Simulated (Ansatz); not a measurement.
## Geometry relaxation of Al$_{4}$As$_{5}$ (part 1 of 2)

Al$_{4}$As$_{5}$ (slab, 9 atoms in the cell), computed with DFT PBEsol, scalar-relativistic, plane waves, PAW, no spin polarisation (Ansatz 0.2.0).

The structure derives from an entry of the Crystallography Open Database. The input holds or restrains some coordinates. Forces given for the steps count only the free coordinates. It belongs to a series of runs on one base structure; here: clean surface, atoms relaxed.

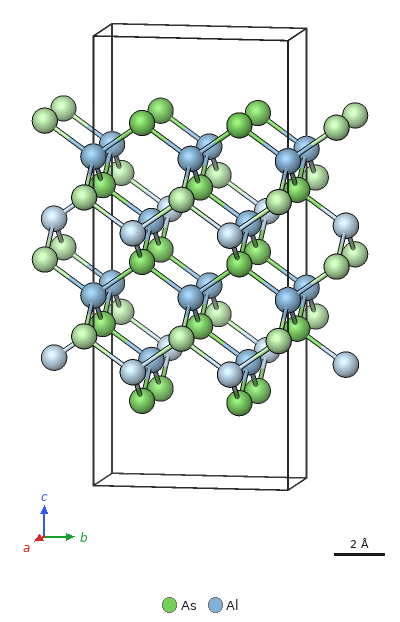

The starting structure (ball-and-stick view of the 1 × 2 repeat of the cell, with the vacuum cut short, seen slightly off an axis; neighbours outside the cell are drawn fainter). An atom can appear more than once, as a periodic image. Near neighbours in the periodic cell (some may lie outside the picture): As has 2 Al at 2.45 Å; Al has 4 As at 2.45 Å; As has 4 Al at 2.45 Å.

The input
```yaml
crystal:
  lattice:
    - [4.00279007, 0.0, 0.0]
    - [0.0, 4.00279007, 0.0]
    - [0.0, 0.0, 29.3215998945]
  atoms:
    - { symbol: As, position: [0.0, 0.5, 0.3069409593] }
    - { symbol: Al, position: [0.5, 0.5, 0.3552057195] }
    - { symbol: As, position: [0.5, 0.0, 0.4034704797] }
    - { symbol: Al, position: [0.0, 0.0, 0.4517352398] }
    - { symbol: As, position: [0.0, 0.5, 0.5] }
    - { symbol: Al, position: [0.5, 0.5, 0.5482647602] }
    - { symbol: As, position: [0.5, 0.0, 0.5965295203] }
    - { symbol: Al, position: [0.0, 0.0, 0.6447942805] }
    - { symbol: As, position: [0.0, 0.5, 0.6930590407] }
basis:
  ecutwfc: 420.0
  fft_grid_basis: typed
kpoints:
  mp_grid: { grid: [7, 7, 1] }
hamiltonian:
  xc: pbesol
scf:
  occupations: { method: gaussian, width: 0.05 }
output:
  forces: true
  eigenvalues: true
efield:
  axis: 3
  dipole_correction: true
  ramp_width: 0.04
relax:
  adjacent_minimum: "off"
  f_tol: 0.04
  max_steps: 40
  constraints: [{ sites: [0, 1, 2, 3] }]
```

Run as:
```bash
ansatz run input.yaml --threads 1 --pin off --max-ram 2211MiB --backend cpu --events-out ev --progress --plain --runs-dir out
```

The program's output
```
Engine: ansatz 0.2.0, aarch64-unknown-linux-gnu
Pseudopotentials: kind: paw
Pseudopotential: As, paw, valence charge 15, recommended cutoff 420 eV (normal), As.paw.azcp
Pseudopotential: Al, paw, valence charge 3, recommended cutoff 420 eV (normal), Al.paw.azcp
Functional definition: PBEsol
  exchange = pbesol_x
  correlation = pbesol_c
Crystal: 9 atoms, lattice volume = 469.800 Å³
Basis set: ecut = 420 eV, 9201 PW (Γ), exchange–correlation on 54×54×400 points (8 copies of the dense FFT grid, shifted against one another)
Bands: 53, of which v1, the nominal top of the filled ones, is band 44 counted from 1 (43 counted from 0)
Symmetry: 4 space group operations
k-points: 16 of 49
Non-local potential: As, projectors of the file, l = 0: 2, l = 1: 2, l = 2: 3, l = 3: 1
Non-local potential: Al, projectors of the file, l = 0: 2, l = 1: 2, l = 2: 1
PAW form: soft (Blöchl's): semilocal exchange-correlation on the pseudo side does not see the compensation charge
PAW frozen core: As, regenerated for the run's functional, and the local potential with it (the file was generated under x = pbe(κ = 0.804, μ = 0.2195149727645171), c = pbe(β = 0.06672455060314922))
PAW frozen core: Al, regenerated for the run's functional, and the local potential with it (the file was generated under x = pbe(κ = 0.804, μ = 0.2195149727645171), c = pbe(β = 0.06672455060314922))
PAW one-centre angular grid: As, 590 points (default); XC on 64 Gauss nodes
PAW one-centre angular grid: Al, 110 points (default); XC on 64 Gauss nodes
Initial density: superposition of atomic densities (neutral atoms: chi_scale 0, normalization atom), corrected by the library's trained network
Initial wavefunctions: pseudopotential atomic-orbital guess
Functional: x = pbesol(κ = 0.804, μ = 0.12345679012345678), c = pbesol(β = 0.046)
SCF iter   1: F=—  HF=-26163.266242 eV  |F-HF|=—  |Δ(HF+E_count)|=         —  Δρ=2.57e-3  dr2=8.40e-2  ethr=1.77e-3  p=0.000 e·Å  D=1.24e-13 V/Å  ΔV_dip=-0.00 eV  dr2_dipole=5.96e-6  V_vac-E_F(+/−)=6.20/6.20 eV  ⟨swp⟩=8.1  Hψ=3527  notcnv=0  defer=13
efield: sawtooth ramp at fractional position 0.9800 (placed from the atoms, in the widest stretch of the axis that holds none; the zero of the levels goes with the place), width 0.0400; the density the first Hamiltonian is built on has a dipole p = 0.000 e·Å; the dipole correction subtracts the counter field D = 1.24e-13 V/Å, which shifts the + side's vacuum level by -0.00 eV against the − side's; the planar-averaged density in the ramp window peaks in size at 1.7e-7 e/Å³
preconditioner: auto → LDOS  [insulator: Δε(μ)=0.069 eV  Ē_g=7.859 eV  σ=0.050 eV  W_gap=0.56  n_scr=70 (ndim 8)  ℏωp=10.4 eV  f_vac=0.511  D(μ)=7.87/eV (n_scr^D=44)  ε∞_Penn≈2.8  β→1.0]
SCF iter   2: F=—  HF=-26163.244988 eV  |F-HF|=—  |Δ(HF+E_count)|=   2.13e-2  Δρ=1.06e-3  dr2=5.43e-3  ethr=9.65e-5  p=0.000 e·Å  D=1.60e-5 V/Å  ΔV_dip=-0.00 eV  dr2_dipole=2.01e-5  V_vac-E_F(+/−)=6.09/6.09 eV  ⟨swp⟩=2.9  Hψ=1405  notcnv=0  defer=58
SCF iter   3: F=—  HF=-26163.245522 eV  |F-HF|=—  |Δ(HF+E_count)|=   5.34e-4  Δρ=3.79e-4  dr2=1.92e-3  ethr=6.24e-6  p=0.000 e·Å  D=3.36e-6 V/Å  ΔV_dip=-0.00 eV  dr2_dipole=2.76e-7  V_vac-E_F(+/−)=6.09/6.09 eV  ⟨swp⟩=2.0  Hψ=1496  notcnv=0  defer=58
SCF iter   4: F=—  HF=-26163.245288 eV  |F-HF|=—  |Δ(HF+E_count)|=   2.33e-4  Δρ=2.13e-4  dr2=8.08e-4  ethr=2.21e-6  p=0.000 e·Å  D=1.28e-7 V/Å  ΔV_dip=-0.00 eV  dr2_dipole=3.32e-7  V_vac-E_F(+/−)=6.09/6.09 eV  ⟨swp⟩=2.0  Hψ=1486  notcnv=0  defer=58
SCF iter   5: F=—  HF=-26163.245180 eV  |F-HF|=—  |Δ(HF+E_count)|=   1.08e-4  Δρ=8.17e-5  dr2=1.76e-4  ethr=9.29e-7  p=0.000 e·Å  D=1.67e-7 V/Å  ΔV_dip=-0.00 eV  dr2_dipole=6.01e-8  V_vac-E_F(+/−)=6.08/6.08 eV  ⟨swp⟩=2.8  Hψ=1397  notcnv=0  defer=58
SCF iter   6: F=—  HF=-26163.245182 eV  |F-HF|=—  |Δ(HF+E_count)|=   2.05e-6  Δρ=4.19e-5  dr2=6.16e-5  ethr=2.02e-7  p=0.000 e·Å  D=1.68e-6 V/Å  ΔV_dip=-0.00 eV  dr2_dipole=1.31e-8  V_vac-E_F(+/−)=6.08/6.08 eV  ⟨swp⟩=2.0  Hψ=858  notcnv=0  defer=58
SCF iter   7: F=-26163.245171 eV  HF=-26163.245178 eV  |F-HF|=7.14e-6  |Δ(HF+E_count)|=   4.34e-6  Δρ=1.43e-5  dr2=8.51e-6  ethr=4.60e-8  p=0.000 e·Å  D=3.19e-7 V/Å  ΔV_dip=-0.00 eV  dr2_dipole=2.09e-10  V_vac-E_F(+/−)=6.08/6.08 eV  ⟨swp⟩=13.1  Hψ=3738  notcnv=0
SCF 1 converged in 7 iterations: F = -26163.245171 eV  dr2 = 8.51e-6
  greatest PAW one-centre occupation: 0.999 electrons in one spin orbital (limit 2), on the As atom at site 8 (counted from 0), in its partial waves of l = 2
relax step   1: F+E_penalty+E_count = -26163.24517089 eV  Δ(F+E_penalty+E_count) = +0.000e0 eV  max|allowed force component| = 2.125e-1 eV/Å  Δτ_max = 0.0000 Å  (7 SCF iters, dr2 threshold 4.00e-5 eV, accepted)
Initial density: handed on by an earlier stage of this run
Initial wavefunctions: those handed on with the density
iter 1 solved again at ethr=6.28e-5 eV; its pass at ethr=3.10e-3 eV (dr2=5.47e-2 eV) is discarded
SCF iter   1: F=—  HF=-26163.251177 eV  |F-HF|=—  |Δ(HF+E_count)|=         —  Δρ=1.35e-3  dr2=6.59e-2  ethr=6.28e-5  p=0.000 e·Å  D=3.65e-7 V/Å  ΔV_dip=-0.00 eV  dr2_dipole=3.97e-2  V_vac-E_F(+/−)=6.08/6.08 eV  ⟨swp⟩=1.1  Hψ=2239  notcnv=0  defer=58
efield: sawtooth ramp at fractional position 0.9800 (handed on by an earlier solve), width 0.0400; the density the first Hamiltonian is built on has a dipole p = 0.000 e·Å; the dipole correction subtracts the counter field D = 3.65e-7 V/Å, which shifts the + side's vacuum level by -0.00 eV against the − side's; the planar-averaged density in the ramp window peaks in size at 2.0e-7 e/Å³
eigensolver tolerance schedule calibrated: the retry pair's looser diagonalisation under-reported the residual by θ = 0.17 (0.10/decade); ethr = c·dr2/N_el runs at the constant in force after the calibration composes with the one it found (an armed cap, an earlier calibration), c = 9.9e-2
preconditioner: auto → LDOS  [metal: Δε(μ)=0.011 eV  Ē_g=7.859 eV  σ=0.050 eV  W_gap=0.12  n_scr=70 (ndim 8)  ℏωp=10.4 eV  f_vac=0.508  D(μ)=9.71/eV (n_scr^D=62)  β→1.0]
SCF iter   2: F=—  HF=-26163.250116 eV  |F-HF|=—  |Δ(HF+E_count)|=   1.06e-3  Δρ=2.93e-4  dr2=1.49e-3  ethr=6.28e-5  p=-0.000 e·Å  D=-1.31e-4 V/Å  ΔV_dip=0.00 eV  dr2_dipole=3.30e-4  V_vac-E_F(+/−)=6.08/6.07 eV  ⟨swp⟩=1.6  Hψ=801  notcnv=0  defer=58
SCF iter   3: F=—  HF=-26163.250078 eV  |F-HF|=—  |Δ(HF+E_count)|=   3.79e-5  Δρ=1.51e-4  dr2=4.22e-4  ethr=1.69e-6  p=-0.000 e·Å  D=-3.50e-5 V/Å  ΔV_dip=0.00 eV  dr2_dipole=1.33e-4  V_vac-E_F(+/−)=6.08/6.08 eV  ⟨swp⟩=2.0  Hψ=1027  notcnv=0  defer=58
SCF iter   4: F=—  HF=-26163.250070 eV  |F-HF|=—  |Δ(HF+E_count)|=   8.00e-6  Δρ=6.66e-5  dr2=2.22e-4  ethr=4.79e-7  p=0.000 e·Å  D=6.91e-5 V/Å  ΔV_dip=-0.00 eV  dr2_dipole=1.15e-4  V_vac-E_F(+/−)=6.07/6.08 eV  ⟨swp⟩=2.2  Hψ=1134  notcnv=0  defer=58
SCF iter   5: F=—  HF=-26163.250070 eV  |F-HF|=—  |Δ(HF+E_count)|=   1.73e-7  Δρ=3.04e-5  dr2=2.71e-5  ethr=2.52e-7  p=0.000 e·Å  D=6.79e-5 V/Å  ΔV_dip=-0.00 eV  dr2_dipole=2.17e-6  V_vac-E_F(+/−)=6.07/6.08 eV  ⟨swp⟩=1.0  Hψ=790  notcnv=0  defer=58
SCF iter   6: F=—  HF=-26163.250068 eV  |F-HF|=—  |Δ(HF+E_count)|=   2.39e-6  Δρ=1.05e-5  dr2=4.52e-6  ethr=3.08e-8  p=0.000 e·Å  D=8.83e-5 V/Å  ΔV_dip=-0.00 eV  dr2_dipole=5.22e-7  V_vac-E_F(+/−)=6.07/6.08 eV  ⟨swp⟩=2.0  Hψ=1407  notcnv=0  defer=58
SCF iter   7: F=-26163.250067 eV  HF=-26163.250068 eV  |F-HF|=8.10e-7  |Δ(HF+E_count)|=   3.00e-7  Δρ=4.52e-6  dr2=9.62e-7  ethr=3.21e-9  p=0.000 e·Å  D=9.09e-5 V/Å  ΔV_dip=-0.00 eV  dr2_dipole=4.79e-8  V_vac-E_F(+/−)=6.07/6.08 eV  ⟨swp⟩=13.4  Hψ=3606  notcnv=0
SCF 2 converged in 7 iterations: F = -26163.250067 eV  dr2 = 9.62e-7
  greatest PAW one-centre occupation: 0.999 electrons in one spin orbital (limit 2), on the As atom at site 0 (counted from 0), in its partial waves of l = 2
relax step   2: F+E_penalty+E_count = -26163.25006683 eV  Δ(F+E_penalty+E_count) = -4.896e-3 eV  max|allowed force component| = 5.692e-2 eV/Å  Δτ_max = 0.0544 Å  (7 SCF iters, dr2 threshold 2.82e-6 eV, accepted)
SCF iter   1: F=—  HF=-26163.250433 eV  |F-HF|=—  |Δ(HF+E_count)|=         —  Δρ=2.40e-4  dr2=6.79e-3  ethr=4.55e-6  p=0.000 e·Å  D=9.09e-5 V/Å  ΔV_dip=-0.00 eV  dr2_dipole=4.33e-3  V_vac-E_F(+/−)=6.08/6.08 eV  ⟨swp⟩=2.0  Hψ=1426  notcnv=0  defer=57
efield: sawtooth ramp at fractional position 0.9800 (handed on by an earlier solve), width 0.0400; the density the first Hamiltonian is built on has a dipole p = 0.000 e·Å; the dipole correction subtracts the counter field D = 9.09e-5 V/Å, which shifts the + side's vacuum level by -0.00 eV against the − side's; the planar-averaged density in the ramp window peaks in size at 1.4e-7 e/Å³
preconditioner: auto → LDOS  [metal: Δε(μ)=0.006 eV  Ē_g=7.856 eV  σ=0.050 eV  W_gap=0.07  n_scr=70 (ndim 8)  ℏωp=10.4 eV  f_vac=0.508  D(μ)=9.60/eV (n_scr^D=60)  β→1.0]
SCF iter   2: F=—  HF=-26163.250363 eV  |F-HF|=—  |Δ(HF+E_count)|=   7.04e-5  Δρ=5.84e-5  dr2=7.77e-5  ethr=4.55e-6  p=-0.000 e·Å  D=-9.88e-6 V/Å  ΔV_dip=0.00 eV  dr2_dipole=4.16e-5  V_vac-E_F(+/−)=6.08/6.08 eV  ⟨swp⟩=1.0  Hψ=976  notcnv=0  defer=57
SCF iter   3: F=—  HF=-26163.250390 eV  |F-HF|=—  |Δ(HF+E_count)|=   2.75e-5  Δρ=3.25e-5  dr2=7.77e-5  ethr=8.93e-8  p=0.000 e·Å  D=9.19e-5 V/Å  ΔV_dip=-0.00 eV  dr2_dipole=4.69e-5  V_vac-E_F(+/−)=6.07/6.08 eV  ⟨swp⟩=2.0  Hψ=1070  notcnv=0  defer=57
SCF iter   4: F=—  HF=-26163.250389 eV  |F-HF|=—  |Δ(HF+E_count)|=   1.25e-6  Δρ=5.98e-6  dr2=1.34e-6  ethr=8.93e-8  p=0.000 e·Å  D=1.05e-4 V/Å  ΔV_dip=-0.00 eV  dr2_dipole=4.94e-7  V_vac-E_F(+/−)=6.07/6.08 eV  ⟨swp⟩=1.0  Hψ=790  notcnv=0  defer=57
SCF iter   5: F=—  HF=-26163.250389 eV  |F-HF|=—  |Δ(HF+E_count)|=   1.61e-8  Δρ=5.68e-6  dr2=3.12e-6  ethr=1.15e-10  p=0.000 e·Å  D=1.34e-4 V/Å  ΔV_dip=-0.00 eV  dr2_dipole=1.86e-6  V_vac-E_F(+/−)=6.07/6.08 eV  ⟨swp⟩=10.9  Hψ=3922  notcnv=0
SCF iter   6: F=-26163.250389 eV  HF=-26163.250389 eV  |F-HF|=2.64e-8  |Δ(HF+E_count)|=   2.92e-8  Δρ=1.19e-6  dr2=4.59e-8  ethr=1.15e-10  p=0.000 e·Å  D=1.52e-4 V/Å  ΔV_dip=-0.00 eV  dr2_dipole=2.68e-9  V_vac-E_F(+/−)=6.07/6.08 eV  ⟨swp⟩=3.6  Hψ=3100  notcnv=0
SCF 3 converged in 6 iterations: F = -26163.250389 eV  dr2 = 4.59e-8
relax step   3: F+E_penalty+E_count = -26163.25038909 eV  Δ(F+E_penalty+E_count) = -3.223e-4 eV  max|allowed force component| = 1.041e-2 eV/Å  Δτ_max = 0.0041 Å  (6 SCF iters, accepted)
```

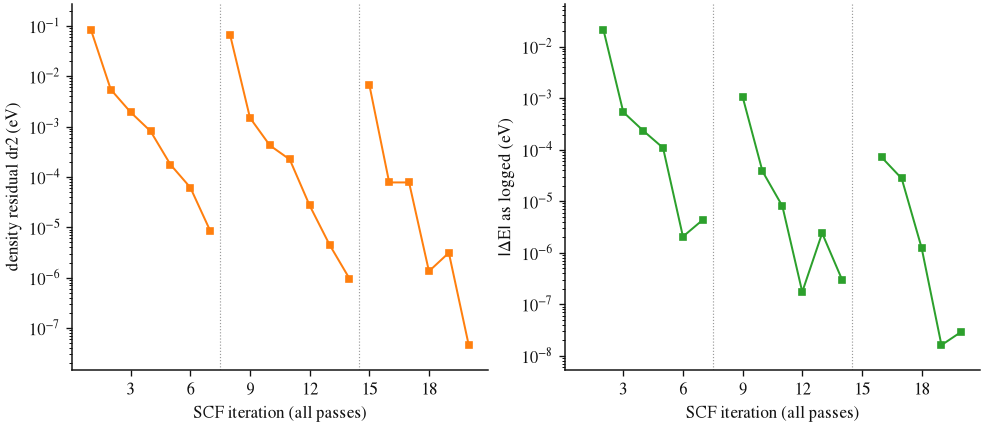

Convergence of the self-consistent field: density residual dr2 and size of the energy change against the SCF iteration. The dotted lines part the SCF passes of the relaxation: geometry steps, rejected trials and re-solves on a re-selected basis. The passes take 7, 7 and 6 iterations.
